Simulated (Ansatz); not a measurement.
System: NaF.

Input file:

```
crystal:
  lattice:
    - [0.0, 2.3233, 2.276834]
    - [2.3233, 0.0, 2.276834]
    - [2.3233, 2.3233, 0.0]
  atoms:
    - { symbol: Na, position: [0.0, 0.0, 0.0] }
    - { symbol: F, position: [0.5, 0.5, 0.5] }
basis:
  ecutwfc: 420
kpoints:
  mp_grid: { grid: [8, 8, 8] }
hamiltonian:
  xc: pbesol
scf:
  occupations: { method: gaussian, width: 0.05 }
output:
  forces: true
  stress: true
  eigenvalues: true
  write_density: true
  write_potential: true
  elf: true
  volumetric_format: npy
```

Launched as:

```sh
ansatz run input.yaml --threads 1 --pin off --max-ram 2560MiB --backend cpu --events-out ev --progress --plain --runs-dir out
```

Below, planes, directions and counts refer to the conventional cell (a = 3.29 Å, b = 3.29 Å, c = 4.55 Å, α = 90.00°, β = 90.00°, γ = 90.00°).

Space group I4/mmm; changed on purpose from its base cell (strain -0.0200 x Voigt [0, 0, 1, 0, 0, 0], atoms carried along).

Theory: DFT PBEsol, scalar-relativistic, plane waves, PAW (Ansatz 0.2.0).

Q: Predict the valence pseudo-density and electron localisation function between the atoms.

A: Na–F (2.32 Å): the density is about 0.15 e/Å³ at the midpoint; the ELF is about 0.05 at the midpoint: a largely ionic contact.

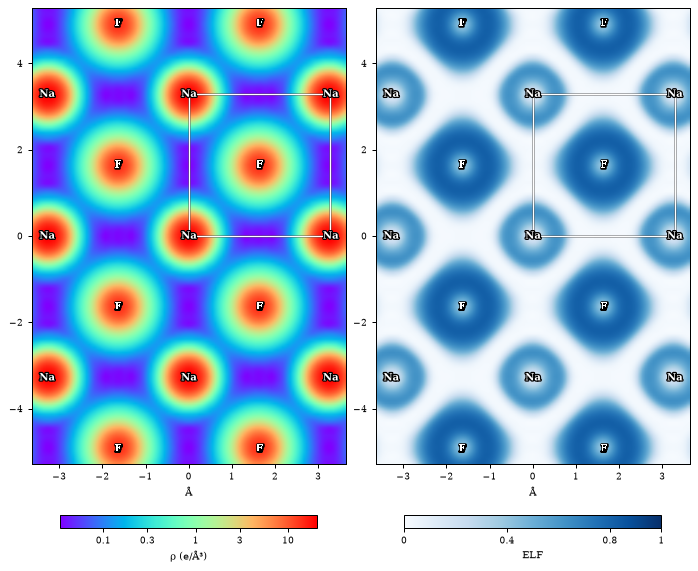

Computed valence pseudo-density and electron localisation function on the (001) plane of the conventional cell, in this order. 

Core electrons are frozen (PAW), and the valence fields are smoothed inside the atomic spheres.
